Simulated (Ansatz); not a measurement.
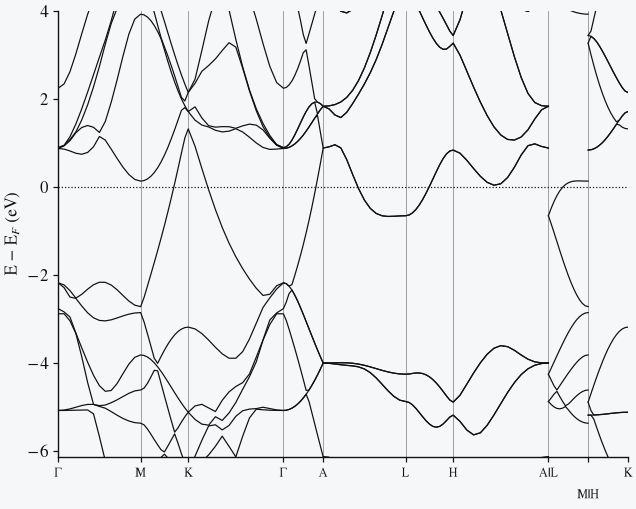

Band structure. Energies are counted from the Fermi level.

Q: Which Bravais lattice do the labels of the path belong to?

A: A hexagonal (primitive) lattice: the path Γ–M–K–Γ–A–L–H–A|L–M|H–K runs through the special points of its Brillouin zone.

Structure: HfN, space group P6_3/mmc (No. 194), 4 atoms in the cell, NiAs type; a = 3.12 Å, b = 3.12 Å, c = 5.61 Å, α = 90.00°, β = 90.00°, γ = 120.00°.

Method: DFT PBEsol, scalar-relativistic, plane waves, PAW, no spin polarisation, 10×10×8 k mesh, 420 eV cutoff (Ansatz).

Q: Metal, semiconductor or insulator?

A: A metal: 2 bands cross the Fermi level along this path.

Q: Which levels at H lie nearest to the Fermi level?

A: At H the nearest levels lie 4.90 eV below and 0.83 eV above the Fermi level.

The structure was built from a prototype or by substitution, so it need not be a known phase. Spin-orbit coupling is left out, which matters for Hf.
